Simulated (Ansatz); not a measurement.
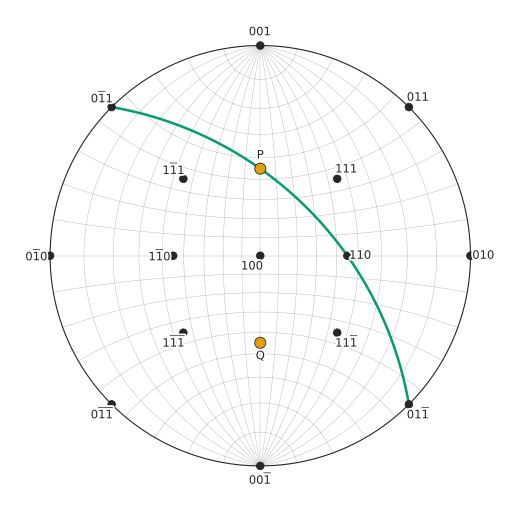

Stereographic projection of plane normals (upper hemisphere) centred on (1 0 0). Crystal: AgI, the geometry relaxed with Ansatz, DFT PBEsol, scalar-relativistic, plane waves, PAW. Symmetry computed with spglib at a tolerance of 0.002 Å; standard conventional cell.

a = 6.450 Å, b = 6.450 Å, c = 6.450 Å, α = 90.00°, β = 90.00°, γ = 90.00°.

Index the poles marked P, Q.

P is (1 0 1), 45.0° from the centre; Q is (1 0 −1), 45.0° from the centre.

Which zone does the coloured great circle trace?

The zone [1 −1 −1]: its poles satisfy h − k − l = 0.

What is the angle between the normals of (0 −1 1) and (1 1 −1), and what are their d_hkl = 1/|g|?

144.7°; d = 4.561 Å and 3.724 Å.
